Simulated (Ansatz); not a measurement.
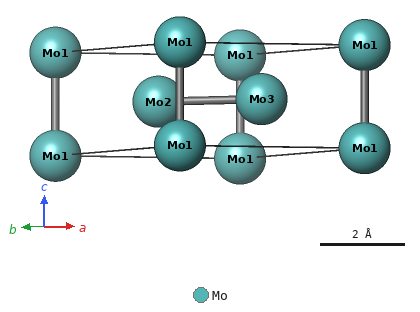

Figure 1. The structure (ball-and-stick view of the cell of the calculation, seen at an oblique angle; atoms are numbered from 1 in the order of the input). Near neighbours in the crystal (not all of them lie inside the picture): Mo has 2 Mo at 2.46 Å; Mo has 5 Mo at 2.46 to 2.59 Å.

# Mo: a changed input and its effect

System: Mo (P6/mmm, 3 atoms in the cell).
Method of run 1: DFT, revPBE, plane waves (420 eV) with PAW, scalar-relativistic, no spin polarisation (Ansatz 0.2.0).

Text and figures count atoms from 1; the logs count them from 0 in places.

## The input, run 1
```yaml
crystal:
  lattice:
    - [4.4887419429, 0.0, 0.0]
    - [-2.2443709714, 3.8873645536, 0.0]
    - [0.0, 0.0, 2.4643758857]
  atoms:
    - { symbol: Mo, position: [0.0, 1.0, 0.0] }
    - { symbol: Mo, position: [0.3333333333, 0.6666666667, 0.5] }
    - { symbol: Mo, position: [0.6666666667, 0.3333333333, 0.5] }
hamiltonian:
  xc: revpbe
  pseudopotentials:
    kind: paw
    azcp:
      Mo: "pseudopotentials/Mo.paw.azcp"
basis:
  ecutwfc: 420
  fft_grid_basis: typed
kpoints:
  mp_grid: { grid: [9, 9, 14], shift: [0, 0, 0] }
magnetization:
  spin_polarized: false
scf:
  occupations: { method: fermi_dirac, width: 0.1 }
  lower_state_search: "off"
output:
  stress: true
```

Hardware: 2 threads of an Arm (aarch64) CPU, shared host.

## Output, shortened to warnings, some set-up lines, iterations and results (run 1)
```
Basis set: ecut = 420 eV, 855 PW (Γ)
Symmetry: 24 space group operations
k-points: 96 of 1134
Initial density: superposition of atomic densities (neutral atoms: chi_scale 0, normalization atom), corrected by the library's trained network
[...]
SCF iter   1: F=—  HF=-14881.276074 eV  |F-HF|=—  |Δ(HF+E_count)|=         —  Δρ=1.26e-2  dr2=1.41e-1  ethr=1.77e-3  ⟨swp⟩=5.1  Hψ=10418  notcnv=0
SCF iter   2: F=—  HF=-14881.270731 eV  |F-HF|=—  |Δ(HF+E_count)|=   5.34e-3  Δρ=9.34e-3  dr2=8.86e-2  ethr=3.37e-4  ⟨swp⟩=1.0  Hψ=3264  notcnv=0
SCF iter   3: F=—  HF=-14881.261480 eV  |F-HF|=—  |Δ(HF+E_count)|=   9.25e-3  Δρ=1.21e-3  dr2=4.43e-4  ethr=2.11e-4  ⟨swp⟩=1.8  Hψ=2748  notcnv=0
SCF iter   4: F=—  HF=-14881.261330 eV  |F-HF|=—  |Δ(HF+E_count)|=   1.51e-4  Δρ=4.01e-4  dr2=4.29e-5  ethr=1.05e-6  ⟨swp⟩=2.4  Hψ=4551  notcnv=0
SCF iter   5: F=—  HF=-14881.261335 eV  |F-HF|=—  |Δ(HF+E_count)|=   5.17e-6  Δρ=1.63e-4  dr2=7.58e-6  ethr=1.02e-7  ⟨swp⟩=1.2  Hψ=2568  notcnv=0
SCF iter   6: F=—  HF=-14881.261335 eV  |F-HF|=—  |Δ(HF+E_count)|=   4.76e-7  Δρ=3.66e-5  dr2=3.34e-7  ethr=1.80e-8  ⟨swp⟩=2.6  Hψ=4095  notcnv=0
SCF iter   7: F=-14881.261335 eV  HF=-14881.261335 eV  |F-HF|=1.88e-9  |Δ(HF+E_count)|=   2.66e-8  Δρ=4.91e-6  dr2=5.75e-9  ethr=2.38e-10  ⟨swp⟩=4.0  Hψ=7944  notcnv=0
SCF 1 converged in 7 iterations: F = -14881.261335 eV  dr2 = 5.75e-9
SCF converged after 7 iterations
Free energy (F): -14881.261335 eV
Harris-Foulkes:  -14881.261335 eV  (|F-HF|=1.88e-9)
Internal energy: -14881.147922 eV  (E = F + TS)
E sigma→0 (E₀):  -14881.204629 eV
Entropy (-TS):   -0.113413 eV (-37.804 meV/atom)
Fermi energy:    23.182006 eV
--- Per-component energies (eV) ---
  E_band       = -71.189630
  E_kinetic    = 1339.876748
  E_local      = -2195.624031  (includes V_loc(G=0)·N_el)
  E_nonlocal   = 431.167449
  E_hartree    = 740.307973
  E_xc         = -555.607391
  E_vxc        = -693.475080  (∫ρ·V_xc dr)
  E_paw        = -9620.826440  (= ΣΔE_a)
  E_vpaw       = -433.753561  (= ΣTr[D̂ρ^β])
  E_aug_tail   = 0.000139  (compensation charges beyond the density's cutoff)
  E_ewald      = -5020.245605
  E_core_change = -0.196764  (= ΣΔE_core)
  E_smearing   = -0.113413  (= −TS)
  E_closure    = 0.000000  (closes the sum)
  Σ components = -14881.261335   (vs F -14881.261335, Δ=0.00e0)
--- Stress (GPa, compression-positive) ---
       37.250111      -0.000000       0.000000
       -0.000000      37.250111       0.000000
        0.000000       0.000000      40.658647
  P = ⅓ Tr σ = 38.3863 GPa (383.863 kbar)
```

For run 2 the input was changed thus:
```diff
-    - [4.4887419429, 0.0, 0.0]
-    - [-2.2443709714, 3.8873645536, 0.0]
-    - [0.0, 0.0, 2.4643758857]
+    - [4.620838878, 0.0, 0.0]
+    - [-2.310419439, 4.0017638551, 0.0]
+    - [0.0, 0.0, 2.5368987675]
```

How does run 2 compare with run 1?

With the same functional and potentials, run 2 lies 190.0 meV per atom lower. The pressure goes from 38.39 to 10.29 GPa. The volume per atom goes from 14.33 to 15.64 Å³. The number of SCF iterations is the same. The plane waves at Γ go from 855 to 915.

## Output, shortened to warnings, some set-up lines, iterations and results (run 2)
```
Basis set: ecut = 420 eV, 915 PW (Γ)
Symmetry: 24 space group operations
k-points: 96 of 1134
Initial density: superposition of atomic densities (neutral atoms: chi_scale 0, normalization atom), corrected by the library's trained network
[...]
SCF iter   1: F=—  HF=-14881.845035 eV  |F-HF|=—  |Δ(HF+E_count)|=         —  Δρ=1.18e-2  dr2=1.45e-1  ethr=1.77e-3  ⟨swp⟩=5.0  Hψ=9880  notcnv=0
SCF iter   2: F=—  HF=-14881.840477 eV  |F-HF|=—  |Δ(HF+E_count)|=   4.56e-3  Δρ=8.89e-3  dr2=9.30e-2  ethr=3.46e-4  ⟨swp⟩=1.0  Hψ=3264  notcnv=0
SCF iter   3: F=—  HF=-14881.831526 eV  |F-HF|=—  |Δ(HF+E_count)|=   8.95e-3  Δρ=1.25e-3  dr2=4.87e-4  ethr=2.21e-4  ⟨swp⟩=1.6  Hψ=2723  notcnv=0
SCF iter   4: F=—  HF=-14881.831372 eV  |F-HF|=—  |Δ(HF+E_count)|=   1.53e-4  Δρ=4.01e-4  dr2=4.64e-5  ethr=1.16e-6  ⟨swp⟩=2.0  Hψ=4297  notcnv=0
SCF iter   5: F=—  HF=-14881.831374 eV  |F-HF|=—  |Δ(HF+E_count)|=   2.10e-6  Δρ=1.39e-4  dr2=5.69e-6  ethr=1.10e-7  ⟨swp⟩=2.6  Hψ=3867  notcnv=0
SCF iter   6: F=—  HF=-14881.831375 eV  |F-HF|=—  |Δ(HF+E_count)|=   6.15e-7  Δρ=2.65e-5  dr2=2.14e-7  ethr=1.35e-8  ⟨swp⟩=2.5  Hψ=3758  notcnv=0
SCF iter   7: F=-14881.831375 eV  HF=-14881.831375 eV  |F-HF|=6.48e-10  |Δ(HF+E_count)|=   1.57e-8  Δρ=3.59e-6  dr2=2.79e-9  ethr=2.38e-10  ⟨swp⟩=4.0  Hψ=7904  notcnv=0
SCF 1 converged in 7 iterations: F = -14881.831375 eV  dr2 = 2.79e-9
SCF converged after 7 iterations
Free energy (F): -14881.831375 eV
Harris-Foulkes:  -14881.831375 eV  (|F-HF|=6.48e-10)
Internal energy: -14881.707980 eV  (E = F + TS)
E sigma→0 (E₀):  -14881.769677 eV
Entropy (-TS):   -0.123395 eV (-41.132 meV/atom)
Fermi energy:    20.971402 eV
--- Per-component energies (eV) ---
  E_band       = -159.799034
  E_kinetic    = 1327.206088
  E_local      = -2383.556344  (includes V_loc(G=0)·N_el)
  E_nonlocal   = 428.848990
  E_hartree    = 793.653678
  E_xc         = -551.619153
  E_vxc        = -688.003440  (∫ρ·V_xc dr)
  E_paw        = -9619.313876  (= ΣΔE_a)
  E_vpaw       = -431.603308  (= ΣTr[D̂ρ^β])
  E_aug_tail   = 0.000143  (compensation charges beyond the density's cutoff)
  E_ewald      = -4876.730742
  E_core_change = -0.196764  (= ΣΔE_core)
  E_smearing   = -0.123395  (= −TS)
  E_closure    = -0.000000  (closes the sum)
  Σ components = -14881.831375   (vs F -14881.831375, Δ=0.00e0)
--- Stress (GPa, compression-positive) ---
       10.316249       0.000000       0.000000
       -0.000000      10.316249       0.000000
        0.000000       0.000000      10.238547
  P = ⅓ Tr σ = 10.2903 GPa (102.903 kbar)
```

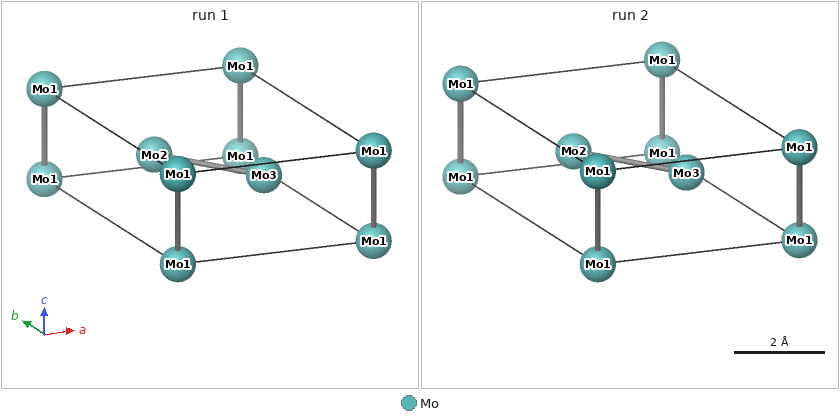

Figure 2. The two input geometries at one scale (ball-and-stick view of the cell of the calculation, seen at an oblique angle). No atom moves by more than 0.005 Å relative to the cell. The drawn cell changes as follows: a = b 4.489 → 4.621 Å (+2.9 %), c 2.464 → 2.537 Å (+2.9 %); the volume changes by +9.1 %. Among the contacts that change: Mo2–Mo3 2.592 → 2.668 Å, Mo1–Mo1 2.464 → 2.537 Å.

## The two runs side by side

| quantity | run 1 | run 2 |
| --- | --- | --- |
| outcome | converged | converged |
| free energy per atom (eV) | −4960.4204 | −4960.6105 |
| energy per atom, smearing taken to zero (eV) | −4960.4015 | −4960.5899 |
| pressure (GPa) | 38.39 | 10.29 |
| volume per atom (Å³) | 14.33 | 15.64 |
| SCF iterations | 7 | 7 |
| irreducible k-points | 96 | 96 |
| plane waves at Γ | 855 | 915 |
| wall time (shared host) | 2.6 s | 2.7 s |

For run 1: The cell is under a pressure of 38 GPa at this level, so it is not at its equilibrium volume. For run 2: The cell is under a pressure of 10.3 GPa at this level, so it is not at its equilibrium volume.
